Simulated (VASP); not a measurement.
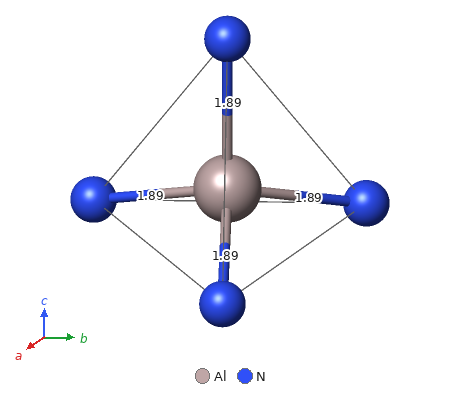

The AlN4 unit about Al in AlN. Origin: an entry of the Crystallography Open Database, as set up for an electronic-structure calculation.

AlN, space group P6_3mc (No. 186), a = 3.113 Å, b = 3.113 Å, c = 4.981 Å, α = 90.00°, β = 90.00°, γ = 120.00°

```json
{"site": "Al", "Wyckoff": "2b", "x": "0.6667", "y": "0.3333", "z": "0.5000"}
{"site": "N", "Wyckoff": "2b", "x": "0.6667", "y": "0.3333", "z": "0.8800"}
```

### Give the distortion indices.

It is closest to the tetrahedron.

```tsv
measure	value
mean bond length	1.894 Å
bond-length distortion index (Baur)	0.000
effective coordination number (Hoppe)	4.00
shape measure against the tetrahedron	0.01
shape measure against the see-saw	9.53
centre off the ligands' centroid by	0.02 Å
polyhedral volume	3.48 Å³
quadratic elongation	1.000
bond-angle variance	1.4 deg²
τ4	0.99
```
